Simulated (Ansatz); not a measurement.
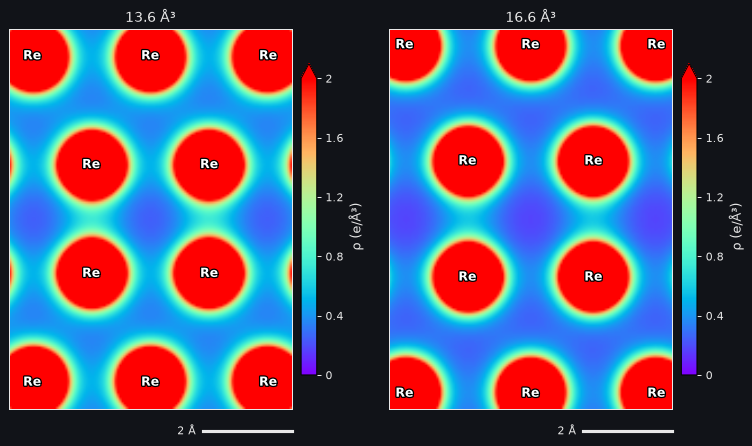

Re. The valence charge density (pseudo) of cells scaled evenly to different volumes (given per atom above each panel), on the (110) plane of each (indices in the axes of the cell below), at one length scale and on one colour scale.

A generated structure, not necessarily the stable one; computed without spin polarisation.

All numbers below come from DFT, PBEsol, plane waves (420 eV) with PAW, scalar-relativistic (Ansatz).

Core electrons are frozen (PAW), and the valence fields are smoothed inside the atomic spheres.

The largest cell:

```
CELL_PARAMETERS angstrom
4.50852 0.00000 0.00000
-2.25426 3.90449 0.00000
0.00000 0.00000 2.82241
ATOMIC_POSITIONS crystal
Re 0.00000 0.00000 0.00000
Re 0.33333 0.66667 0.50000
Re 0.66667 0.33333 0.50000
```

| volume (Å³/atom) | Re–Re contact in the plane (Å) | ρ at its midpoint (e/Å³) | pressure (GPa) | 
| --- | --- | --- | --- |
| 13.60 | 2.438 | 0.749 | 37.4 | 
| 15.38 | 2.540 | ? | ? | 
| 16.56 | 2.603 | 0.581 | −32.8 | 

Question: What values belong in the row with question marks?

Answer: Over the known rows ln ρ falls by 1.54 per Å of Re–Re distance (the line through the two), which gives 0.640 e/Å³ at 2.540 Å; the calculation gives 0.640 e/Å³. For the pressure, a straight line in volume between the neighbouring rows gives −4.8 GPa; the calculation gives −13.4, lower because pressure rises ever faster on compression.
